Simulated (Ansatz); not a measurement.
SnO2 (slab)

Input

```
crystal:
  lattice:
    - [3.2007107582, 0.0, 0.0]
    - [0.0, 6.7315686836, 0.0]
    - [0.0, 0.0, 27.7104094135]
  atoms:
    - { symbol: O, position: [0.0, 6.33268e-05, 0.2706564125] }
    - { symbol: O, position: [0.5, 0.6941148639, 0.3177941327] }
    - { symbol: Sn, position: [0.5, 2.5158e-05, 0.3178057772] }
    - { symbol: Sn, position: [0.0, 0.500025158, 0.3178057772] }
    - { symbol: O, position: [0.5, 0.3059354522, 0.3178174217] }
    - { symbol: O, position: [0.0, 0.9999869893, 0.3649551419] }
    - { symbol: O, position: [0.0, 0.5000884848, 0.3921192277] }
    - { symbol: O, position: [0.5, 0.1941400219, 0.4392569479] }
    - { symbol: Sn, position: [0.5, 0.5000503161, 0.4392685924] }
    - { symbol: Sn, position: [0.0, 5.03161e-05, 0.4392685924] }
    - { symbol: O, position: [0.5, 0.8059606102, 0.4392802369] }
    - { symbol: O, position: [0.0, 0.5000121473, 0.4864179571] }
    - { symbol: O, position: [0.0, 0.0001136428, 0.5135820429] }
    - { symbol: O, position: [0.5, 0.6941651799, 0.5607197631] }
    - { symbol: Sn, position: [0.5, 7.54741e-05, 0.5607314076] }
    - { symbol: Sn, position: [0.0, 0.5000754741, 0.5607314076] }
    - { symbol: O, position: [0.5, 0.3059857682, 0.5607430521] }
    - { symbol: O, position: [0.0, 3.73053e-05, 0.6078807723] }
    - { symbol: O, position: [0.0, 0.5001388009, 0.6350448581] }
    - { symbol: O, position: [0.5, 0.194190338, 0.6821825783] }
    - { symbol: Sn, position: [0.5, 0.5001006321, 0.6821942228] }
    - { symbol: Sn, position: [0.0, 0.0001006321, 0.6821942228] }
    - { symbol: O, position: [0.5, 0.8060109262, 0.6822058673] }
    - { symbol: O, position: [0.0, 0.5000624634, 0.7293435875] }
basis:
  ecutwfc: 500
kpoints:
  mp_grid: { grid: [8, 4, 1] }
hamiltonian:
  xc: r2scan
scf:
  occupations: { method: gaussian, width: 0.05 }
output:
  forces: true
  eigenvalues: true
  write_density: true
  write_potential: true
  elf: true
  volumetric_format: npy
relax:
  adjacent_minimum: "off"
  f_tol: 0.02
  max_steps: 60
efield:
  axis: 3
  dipole_correction: true
  ramp_width: 0.04
```

Run with:

```sh
ansatz run input.yaml --threads 2 --pin off --max-ram 5120MiB --backend cpu --events-out ev --progress --plain --runs-dir out
```

The fields are those of the run's last geometry, not of the input's.

Theory: Ansatz, DFT r2SCAN, scalar-relativistic, plane waves, PAW.

Core electrons are frozen (PAW), and the valence fields are smoothed inside the atomic spheres.

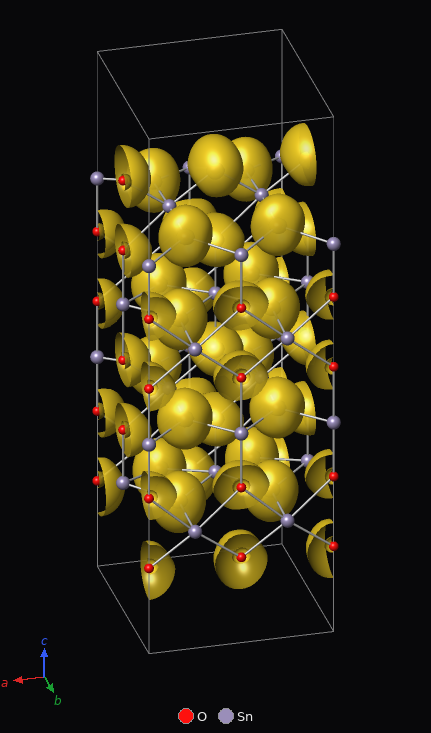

Figure 1. Isosurface of the electron localisation function at 0.6 (yellow), seen at an oblique angle. Core shells and regions of very low density are left out. Sticks mark near contacts.

### Where are the electrons localised?

The surface consists of 16 regions wrapped around O (the valence shell of each), counted in one cell of 24 atoms. Counts are for one cell; the picture repeats the cell along the surface. Profiles from the grid: Sn–O (1.98 Å): the ELF peaks at about 0.80 in the valence shell of O, 0.6 Å from its nucleus, and is about 0.30 at the midpoint: no localised pair shows between them. Sn–O (2.02 Å): the ELF peaks at about 0.80 in the valence shell of O, 0.6 Å from its nucleus, and is about 0.25 at the midpoint (no shared electron pair shows on this line).

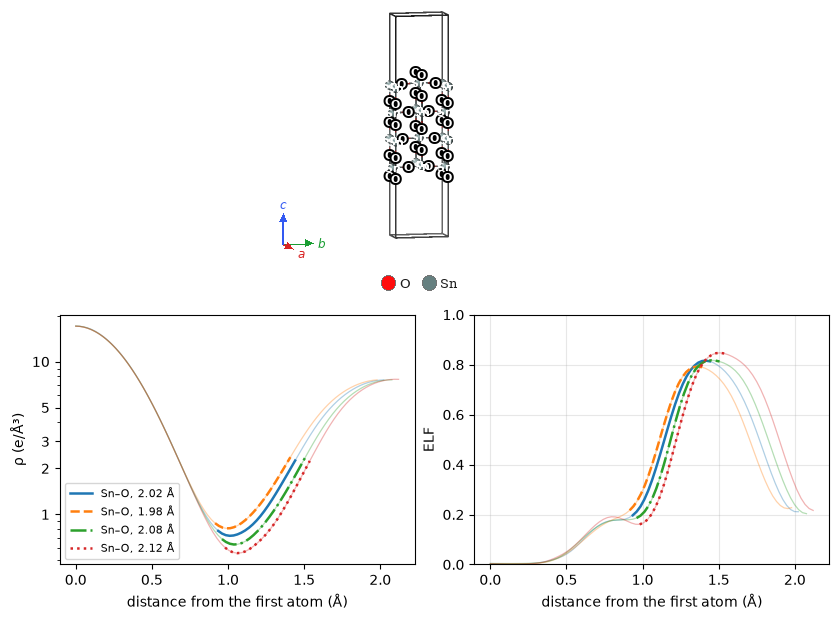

Figure 2. Valence pseudo-density and ELF along straight lines between neighbouring atoms. Thin, pale parts lie inside the atomic spheres. The structure is drawn too.

### What can be read from the curves?

Sn–O (2.02 Å): ρ at the midpoint is about 0.72 e/Å³; the ELF peaks at about 0.80 in the valence shell of O, 0.6 Å from its nucleus, and is about 0.25 at the midpoint; no localised pair shows between them.
Sn–O (1.98 Å): ρ at the midpoint is about 0.81 e/Å³; the ELF peaks at about 0.80 in the valence shell of O, 0.6 Å from its nucleus, and is about 0.30 at the midpoint; no shared electron pair shows on this line.
Sn–O (2.08 Å): ρ is about 0.63 e/Å³ halfway; the ELF peaks at about 0.80 in the valence shell of O, 0.6 Å from its nucleus, and is about 0.25 at the midpoint: no shared electron pair shows on this line.
Sn–O (2.12 Å): ρ is about 0.56 e/Å³ halfway; the ELF peaks at about 0.85 in the valence shell of O, 0.6 Å from its nucleus, and is about 0.20 at the midpoint (no shared electron pair shows on this line).

### Does the calculation make it a metal, or give it a gap?

It is gapped, with a Kohn–Sham gap of 1.4 eV on the k-point mesh, an upper bound to the gap of this method.
